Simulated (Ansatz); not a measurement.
AlAs

```
Al As
1.0
     5.46664    0.00000    0.00000
     0.00000    0.00000   -5.46664
     0.00000    5.46664    0.00000
Al As
4 4
Direct
  0.50000 0.50000 0.00000
  0.00000 0.50000 0.50000
  0.00000 0.00000 0.00000
  0.50000 0.00000 0.50000
  0.75000 0.75000 0.25000
  0.25000 0.75000 0.75000
  0.25000 0.25000 0.25000
  0.75000 0.25000 0.75000
```

Space group F-43m; computed pressure about 8 GPa in this cell.

The calculation used DFT LDA, scalar-relativistic, plane waves, PAW in Ansatz.

> Predict the valence pseudo-density and electron localisation function between the atoms.

Al–As (2.37 Å): ρ at the midpoint is about 0.53 e/Å³; the ELF peaks at about 0.90 between the atoms: a shared electron pair.

> Does the calculation give a band gap?

It is gapped, with a Kohn–Sham gap of 1.2 eV on the k-point mesh (the band edges may lie off the mesh, which would make the gap smaller).

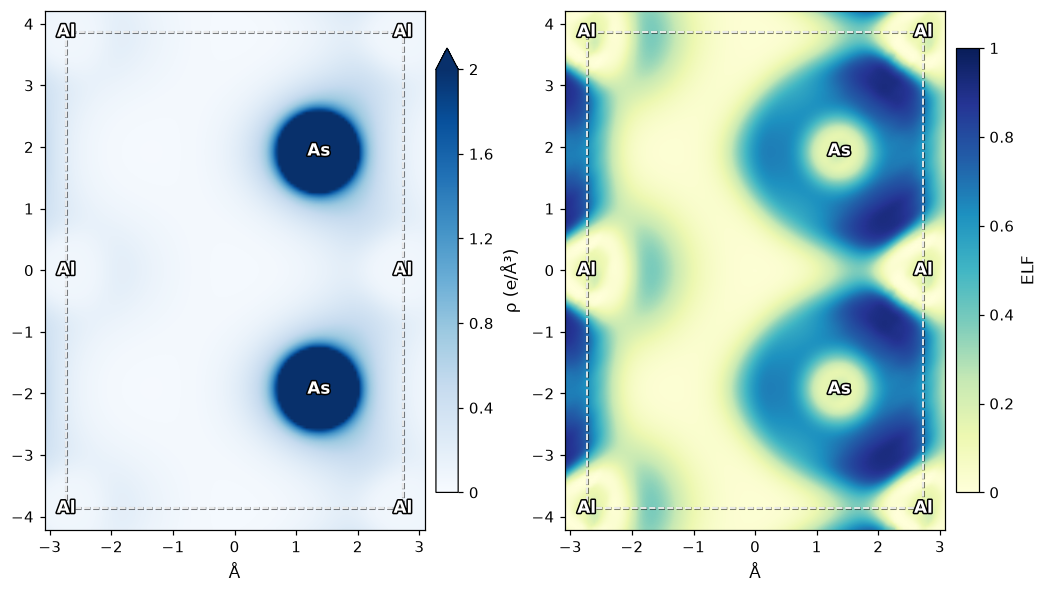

Computed valence pseudo-density and electron localisation function on the (110) plane of the conventional cell, in this order. 
